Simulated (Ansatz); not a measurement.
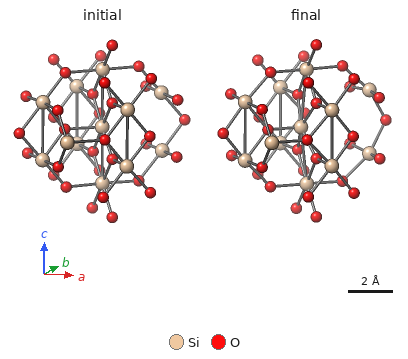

The structure of a defect cell of composition Si₂₃O₄₇ before (left) and after (right) a relaxation, at one scale.

Style: ball-and-stick. Shown: the atoms within 4.2 Å of the atom that moves most (axes of the cell of the calculation (origin shifted)), slightly off an axis.

The atoms of the start lie slightly off their symmetric places, so part of the fall in energy undoes that.

The calculation used DFT, PBEsol, PAW, plane waves in Ansatz. (plane-wave cutoff 420 eV; k-point mesh 1 × 1 × 1; mesh shifted by (0.25, 0.25, 0.25); collinear spin; atoms relaxed in a fixed cell; force threshold 0.03 eV/Å; at most 80 steps)

**Summarise the run.**

The largest move is that of a Si atom, 0.25 Å along [−1 −1 0]. By element the largest moves are Si 0.25 Å, O 0.19 Å. The cell stays as it was. Near-neighbour distances that change, for instance: O–Si 1.866 → 1.649 Å, O–Si 1.842 → 1.643 Å, O–Si 1.824 → 1.636 Å, O–Si 1.842 → 1.678 Å. Among the angles between lasting bonds that change: Si–O–Si 100.0° → 93.3°, Si–O–Si 100.1° → 93.5°, Si–O–Si 129.8° → 133.3°. The energy falls by 5.167 eV per cell of the calculation in 8 geometry steps. Largest force component: 4.4 eV/Å at the start, 0.016 eV/Å at the end. The program noted that the starting moments weren't kept.

Limits of the set-up: the periodic images lie only 8.0 Å apart, so the values are limited by the cell's size.
